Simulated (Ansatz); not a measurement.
# Geometry relaxation of Cu

- system: Cu (I4/mmm, 4 atoms in the cell)
- method: DFT PBE, scalar-relativistic, plane waves, PAW, no spin polarisation (Ansatz 0.2.0)

The structure derives from a Materials Project entry. It belongs to a series of runs on one base structure; here: 0 of 4 Cu sites taken by Zn, cell and atoms relaxed. Figures and captions count atoms from 1; the log counts them from 0 in places.

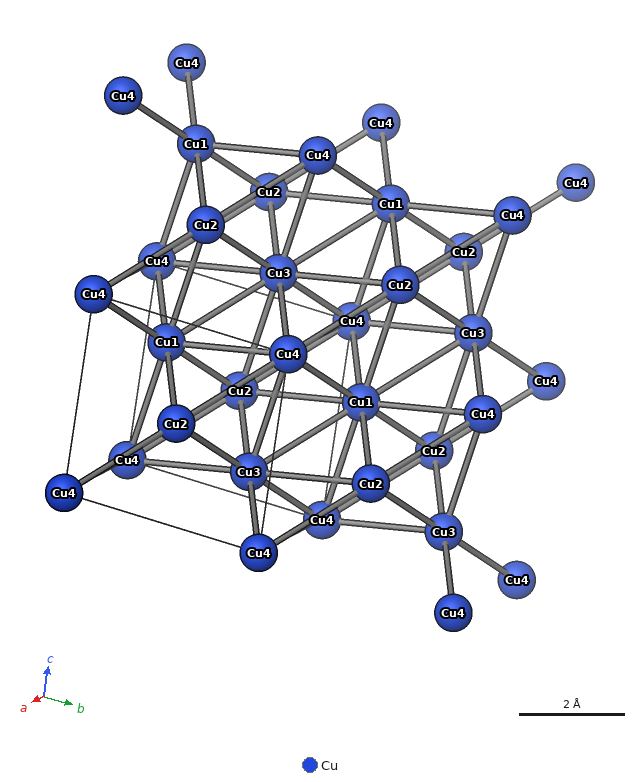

The input geometry (ball-and-stick view of the cell of the calculation, repeated 1 × 2 × 2, seen slightly off an axis; atoms are numbered from 1 in the order of the input).

Results in brief

- outcome: converged
- space group (tolerance 0.01 Å): I4/mmm (139)
- electrons treated: 76
- free energy: −26500.5576 eV
- Fermi energy: 16.411 eV
- gap on the k-point mesh: none (metallic)
- pressure: −0.05 GPa
- final volume: 48.06 Å³
- largest force (length of the vector) at the end: under 0.001 eV/Å
- final cell: a = 4.040 Å, b = 4.040 Å, c = 4.040 Å, α = 93.85°, β = 117.80°, γ = 117.80°
- hardware: 1 thread of Intel Xeon (Granite Rapids), 32 GiB of memory available, shared host
- wall time: 28 s
- peak memory: 0.69 GiB

Input file
```yaml
crystal:
  lattice:
    - [-2.9510604861, 0.0, 2.7591133689]
    - [0.0, 2.9510604861, -2.7591133689]
    - [0.0, -2.9510604861, -2.7591133689]
  atoms:
    - { symbol: Cu, position: [0.5, 0.25, 0.75] }
    - { symbol: Cu, position: [0.0, 0.5, 0.5] }
    - { symbol: Cu, position: [0.5, 0.75, 0.25] }
    - { symbol: Cu, position: [0.0, 0.0, 0.0] }
basis:
  ecutwfc: 420
kpoints:
  mp_grid: { grid: [14, 14, 14] }
hamiltonian:
  xc: pbe
scf:
  occupations: { method: gaussian, width: 0.1 }
output:
  forces: true
  stress: true
  eigenvalues: true
relax:
  adjacent_minimum: "off"
  f_tol: 0.015
  max_steps: 60
  cell: { stress_tol: 0.15 }
```

Command:
```bash
ansatz run input.yaml --threads 1 --pin off --max-ram 2560MiB --backend cpu --events-out ev --progress --plain --runs-dir out
```

Log
```
Engine: ansatz 0.2.0, x86_64-unknown-linux-gnu
Pseudopotentials: kind: paw
Pseudopotential: Cu, paw, valence charge 19, recommended cutoff 420 eV (normal), Cu.paw.azcp
Functional definition: PBE
  parameter kappa = 0.804
  parameter beta = 0.06672455060314922
  exchange = pbe_x(kappa = kappa, mu = beta*pi^2/3)
  correlation = pbe_c(beta = beta)
Crystal: 4 atoms, lattice volume = 48.057 Å³
Basis set: ecut = 420 eV, 925 PW (Γ), exchange–correlation on 60×60×60 points (8 copies of the dense FFT grid, shifted against one another)
Bands: 46, of which v1, the nominal top of the filled ones, is band 38 counted from 1 (37 counted from 0)
Symmetry: 64 space group operations
Space group: I4/mmm (ITA 139), of the structure as read, at distance tolerance 3.6e-5 Å
k-points: 244 of 2744
Non-local potential: Cu, projectors of the file, l = 0: 3, l = 1: 2, l = 2: 3, l = 3: 1
PAW form: soft (Blöchl's): semilocal exchange-correlation on the pseudo side does not see the compensation charge
PAW one-centre angular grid: Cu, 590 points (default); XC on 64 Gauss nodes
Initial density: superposition of atomic densities (neutral atoms: chi_scale 0, normalization atom), corrected by the library's trained network
Initial wavefunctions: pseudopotential atomic-orbital guess
Functional: x = pbe(κ = 0.804, μ = 0.2195149727645171), c = pbe(β = 0.06672455060314922)
SCF iter   1: F=—  HF=-26500.557034 eV  |F-HF|=—  |Δ(HF+E_count)|=         —  Δρ=7.97e-4  dr2=5.66e-5  ethr=1.77e-3  ⟨swp⟩=5.1  Hψ=34792  notcnv=0  defer=266
preconditioner: auto → Kerker (q_TF=auto, 2.945 Å⁻¹)  [metal: Δε(μ)=0.008 eV  Ē_g=10.268 eV  σ=0.100 eV  W_gap=0.04  n_scr=14 (ndim 8)  ℏωp=35.5 eV  f_vac=0.000  D(μ)=1.32/eV (n_scr^D=12)]
SCF iter   2: F=—  HF=-26500.557479 eV  |F-HF|=—  |Δ(HF+E_count)|=   4.46e-4  Δρ=4.75e-4  dr2=3.00e-5  ethr=7.45e-8  ⟨swp⟩=3.0  Hψ=29192  notcnv=0  defer=270
SCF iter   3: F=—  HF=-26500.557534 eV  |F-HF|=—  |Δ(HF+E_count)|=   5.45e-5  Δρ=2.57e-4  dr2=8.35e-6  ethr=3.95e-8  ⟨swp⟩=2.0  Hψ=15148  notcnv=0  defer=270
SCF iter   4: F=—  HF=-26500.557554 eV  |F-HF|=—  |Δ(HF+E_count)|=   2.00e-5  Δρ=3.40e-5  dr2=3.90e-7  ethr=1.10e-8  ⟨swp⟩=2.0  Hψ=16008  notcnv=0  defer=270
iter 5 did not close the SCF: its close was put off for the readings that it lacked (scf_convergence_deferred on its scf_iter line)
SCF iter   5: F=-26500.557554 eV  HF=-26500.557554 eV  |F-HF|=2.32e-9  |Δ(HF+E_count)|=   1.03e-7  Δρ=1.30e-5  dr2=6.79e-8  ethr=5.13e-10  ⟨swp⟩=2.0  Hψ=15530  notcnv=0  defer=270
SCF iter   6: F=-26500.557554 eV  HF=-26500.557554 eV  |F-HF|=6.51e-10  |Δ(HF+E_count)|=   3.23e-9  Δρ=3.00e-6  dr2=2.25e-9  ethr=8.94e-11  ⟨swp⟩=6.0  Hψ=41973  notcnv=0
SCF 1 converged in 6 iterations: F = -26500.557554 eV  dr2 = 2.25e-9
  greatest PAW one-centre occupation: 1.000 electrons in one spin orbital (limit 2), on the Cu atom at site 3 (counted from 0), in its partial waves of l = 0
relax step   1: F+E_penalty+E_count = -26500.55755388 eV  Δ(F+E_penalty+E_count) = +0.000e0 eV  max|allowed force component| = 1.106e-28 eV/Å  Δτ_max = 0.0000 Å  P = -0.051 GPa  Ω = 48.057 Å³  (6 SCF iters, dr2 threshold 1.00e-7 eV, accepted)
Initial density: handed on by an earlier stage of this run
Initial wavefunctions: pseudopotential atomic-orbital guess (no wavefunctions were taken with the density)
iter 1 solved again at ethr=5.72e-10 eV; its pass at ethr=3.10e-3 eV (dr2=4.35e-7 eV) is discarded
SCF iter   1: F=—  HF=-26500.557554 eV  |F-HF|=—  |Δ(HF+E_count)|=         —  Δρ=3.14e-6  dr2=2.49e-9  ethr=5.72e-10  ⟨swp⟩=4.1  Hψ=76112  notcnv=0
preconditioner: auto → Kerker (q_TF=auto, 2.945 Å⁻¹)  [metal: Δε(μ)=0.007 eV  Ē_g=10.268 eV  σ=0.100 eV  W_gap=0.04  n_scr=14 (ndim 8)  ℏωp=35.5 eV  f_vac=0.000  D(μ)=1.32/eV (n_scr^D=12)]
SCF iter   2: F=—  HF=-26500.557554 eV  |F-HF|=—  |Δ(HF+E_count)|=   1.10e-8  Δρ=1.82e-6  dr2=8.78e-10  ethr=3.27e-12  ⟨swp⟩=2.4  Hψ=19989  notcnv=0
iter 3 did not close the SCF: its close was put off for the readings that it lacked (scf_convergence_deferred on its scf_iter line)
SCF iter   3: F=-26500.557554 eV  HF=-26500.557554 eV  |F-HF|=3.64e-11  |Δ(HF+E_count)|=  6.40e-10  Δρ=4.96e-7  dr2=9.29e-11  ethr=1.16e-12  ⟨swp⟩=2.0  Hψ=16607  notcnv=0
iter 4 did not close the SCF: its close was put off for the readings that it lacked (scf_convergence_deferred on its scf_iter line)
SCF iter   4: F=-26500.557554 eV  HF=-26500.557554 eV  |F-HF|=1.96e-10  |Δ(HF+E_count)|=  3.64e-11  Δρ=6.72e-7  dr2=1.23e-10  ethr=1.00e-12  ⟨swp⟩=2.8  Hψ=16304  notcnv=0
iter 5 did not close the SCF: its close was put off for the readings that it lacked (scf_convergence_deferred on its scf_iter line)
SCF iter   5: F=-26500.557554 eV  HF=-26500.557554 eV  |F-HF|=7.28e-12  |Δ(HF+E_count)|=  4.37e-11  Δρ=1.23e-7  dr2=5.50e-12  ethr=1.00e-12  ⟨swp⟩=1.0  Hψ=11224  notcnv=0
SCF iter   6: F=-26500.557554 eV  HF=-26500.557554 eV  |F-HF|=3.64e-12  |Δ(HF+E_count)|=    0.00e0  Δρ=1.22e-7  dr2=3.75e-12  ethr=1.00e-12  ⟨swp⟩=2.0  Hψ=31308  notcnv=0
SCF 2 converged in 6 iterations: F = -26500.557554 eV  dr2 = 3.75e-12
relax step   2: F+E_penalty+E_count = -26500.55755388 eV  Δ(F+E_penalty+E_count) = -6.403e-10 eV  max|allowed force component| = 3.215e-29 eV/Å  Δτ_max = 0.0000 Å  P = -0.051 GPa  Ω = 48.057 Å³  stress off target by 1.10e-1 GPa  SCF on the basis re-selected at this cell (its energy is not comparable with the rows above)  (6 SCF iters)
```

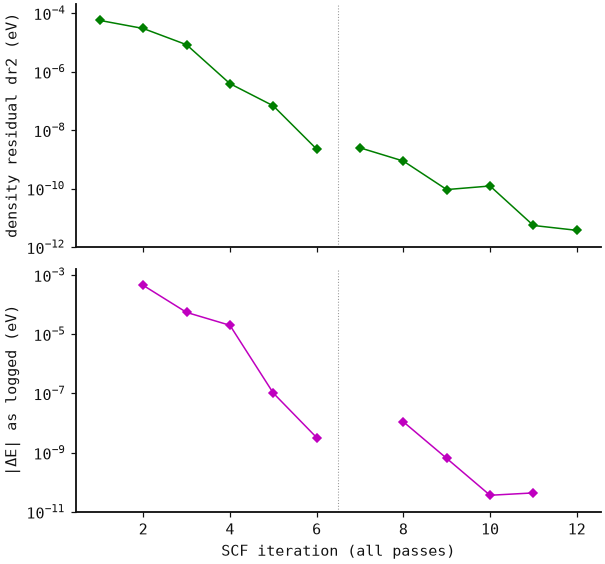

Convergence of the self-consistent field: density residual dr2 and size of the energy change against the SCF iteration. The dotted lines part the SCF passes of the relaxation: geometry steps, rejected trials and re-solves on a re-selected basis. The passes take 6 and 6 iterations.

```
basis re-selected at this cell: Δ(F+E_penalty+E_count) = -6.403e-10 eV, ΔP = -0.000 GPa vs the last step (what re-selecting the basis moved, of the pressure what is left beyond the Pulay correction that the steps carried, after the strain that the cell walked since its last selection, with what the two solves' SCF thresholds leave and, on support functions, any second-order correction that the steps lacked; it is no measure of the basis error at this ecutwfc). This SCF's stress stands 1.10e-1 GPa from its target on what of the cell is left free (relax.cell.stress_tol is 1.50e-1 GPa) and its largest allowed force component is 3.21e-29 eV/Å (relax.f_tol is 1.50e-2 eV/Å): within both
SCF converged after 6 iterations
Free energy (F): -26500.557554 eV
Harris-Foulkes:  -26500.557554 eV  (|F-HF|=3.64e-12)
Internal energy: -26500.550945 eV  (E = F + TS)
E sigma→0 (E₀):  -26500.554249 eV
Entropy (-TS):   -0.006609 eV (-1.652 meV/atom)
Fermi energy:    16.410779 eV
--- Per-component energies (eV) ---
  E_band       = -1461.643017
  E_kinetic    = 1199.040377
  E_local      = -16329.045449  (includes V_loc(G=0)·N_el)
  E_nonlocal   = 1560.496188
  E_hartree    = 7189.421684
  E_xc         = -357.702690
  E_vxc        = -461.572396  (∫ρ·V_xc dr)
  E_paw        = -6652.617881  (= ΣΔE_a)
  E_vpaw       = -1809.406031  (= ΣTr[D̂ρ^β])
  E_aug_tail   = 0.001256  (compensation charges beyond the density's cutoff)
  E_ewald      = -13110.144430
  E_smearing   = -0.006609  (= −TS)
  E_closure    = -0.000000  (closes the sum)
  Σ components = -26500.557554   (vs F -26500.557554, Δ=0.00e0)
--- Forces (eV/Å), atoms counted from 1 ---
  atom   1  Cu    -0.00000000     0.00000000     0.00000000
  atom   2  Cu     0.00000000     0.00000000     0.00000000
  atom   3  Cu    -0.00000000     0.00000000     0.00000000
  atom   4  Cu    -0.00000000     0.00000000     0.00000000
  max |Σ_I F_I| component: 7.94e-29 eV/Å
--- Stress (GPa, compression-positive) ---
       -0.109661       0.000000       0.000000
        0.000000      -0.109661      -0.000000
        0.000000       0.000000       0.067158
  P = ⅓ Tr σ = -0.0507 GPa (-0.507 kbar)
--- Band table (eV; the first three rows and the last of 244) ---
  k-point 0: bands = ["-96.1331", "-96.1183", "-96.1183", "-96.1084", "-53.5283", "-53.5283", "-53.5203", "-53.5066", "-53.5066", "-53.4938", "-53.4938", "-53.4938", "-53.4938", "-53.4509", "-53.4453", "-53.4453", "7.1283", "11.8455", "11.9036", "12.6766", "12.6766", "12.6766", "12.6766", "12.8044", "12.8044", "13.2130", "13.4774", "13.4774", "14.2136", "14.4433", "14.4433", "14.4940", "14.5653", "14.5653", "14.9059", "14.9059", "14.9737", "22.5272", "22.5272", "22.9938", "22.9938", "22.9938", "22.9938", "23.6635", "23.6635", "23.8640"]
  k-point 1: bands = ["-96.1329", "-96.1184", "-96.1183", "-96.1086", "-53.5283", "-53.5271", "-53.5198", "-53.5115", "-53.5093", "-53.4997", "-53.4944", "-53.4876", "-53.4848", "-53.4520", "-53.4467", "-53.4455", "7.2015", "11.8683", "11.9255", "12.5908", "12.6529", "12.6543", "12.7143", "12.8375", "12.8486", "13.2185", "13.4678", "13.4944", "14.2103", "14.4405", "14.4410", "14.4856", "14.5599", "14.5604", "14.8465", "14.8914", "14.9497", "21.1894", "22.0438", "22.3082", "23.2337", "23.4170", "23.5071", "23.5516", "23.7987", "24.2482"]
  k-point 2: bands = ["-96.1321", "-96.1186", "-96.1183", "-96.1092", "-53.5283", "-53.5250", "-53.5200", "-53.5168", "-53.5133", "-53.5054", "-53.4896", "-53.4815", "-53.4750", "-53.4568", "-53.4491", "-53.4461", "7.4198", "11.9350", "11.9900", "12.4791", "12.6053", "12.6492", "12.7575", "12.8288", "12.9176", "13.2189", "13.4380", "13.5592", "14.2039", "14.4314", "14.4350", "14.4634", "14.5433", "14.5474", "14.6441", "14.8495", "14.9144", "19.6147", "21.5814", "21.7498", "23.0436", "23.1144", "23.2641", "24.2250", "24.7170", "24.9429"]
  k-point 243: bands = ["-96.1198", "-96.1198", "-96.1193", "-96.1193", "-53.5498", "-53.5498", "-53.5082", "-53.5082", "-53.4851", "-53.4851", "-53.4851", "-53.4851", "-53.4842", "-53.4842", "-53.4414", "-53.4414", "11.3732", "11.3732", "11.4203", "11.4203", "12.9024", "12.9024", "13.2533", "13.2533", "13.5724", "13.5724", "13.5724", "13.5724", "14.1038", "14.1038", "14.1359", "14.1359", "14.4078", "14.4078", "15.0644", "15.0644", "15.4826", "15.4826", "15.4925", "15.4925", "20.1916", "20.1916", "30.4857", "30.4857", "30.4857", "30.4857"]
--- Relaxed structure (1 steps of the walk, 1 accepted, 1 SCFs on fresh bases) ---
  F+E_penalty+E_count = -26500.55755388 eV   max|allowed force component| = 3.215e-29 eV/Å   (the final SCF, on the basis selected at the relaxed cell)
  cell:  # Å, volume = 48.0569 Å³
    - [-2.9510604861, 0.0, 2.7591133689]
    - [0.0, 2.9510604861, -2.7591133689]
    - [0.0, -2.9510604861, -2.7591133689]
  atoms:
    - { symbol: Cu, position: [0.5, 0.25, 0.75] }
    - { symbol: Cu, position: [0.0, 0.5, 0.5] }
    - { symbol: Cu, position: [0.5, 0.75, 0.25] }
    - { symbol: Cu, position: [0.0, 0.0, -0.0] }
```

Trajectory as extended XYZ (Å, eV, eV/Å), 2 frames, from step=1 to step=2
```
4
Lattice="-2.9511 0.0000 2.7591 0.0000 2.9511 -2.7591 0.0000 -2.9511 -2.7591" Properties=species:S:1:pos:R:3:forces:R:3 step=1 energy=-26500.55755 pressure_GPa=-0.05
Cu   -1.4755   -1.4755   -1.3796    0.0000   0.0000   0.0000
Cu    0.0000    0.0000   -2.7591    0.0000   0.0000   0.0000
Cu   -1.4755    1.4755   -1.3796    0.0000   0.0000   0.0000
Cu    0.0000    0.0000    0.0000    0.0000   0.0000   0.0000
4
Lattice="-2.9511 0.0000 2.7591 0.0000 2.9511 -2.7591 0.0000 -2.9511 -2.7591" Properties=species:S:1:pos:R:3:forces:R:3 step=2 energy=-26500.55755 pressure_GPa=-0.05
Cu   -1.4755   -1.4755   -1.3796    0.0000   0.0000   0.0000
Cu    0.0000    0.0000   -2.7591    0.0000   0.0000   0.0000
Cu   -1.4755    1.4755   -1.3796    0.0000   0.0000   0.0000
Cu    0.0000    0.0000    0.0000    0.0000   0.0000   0.0000
```
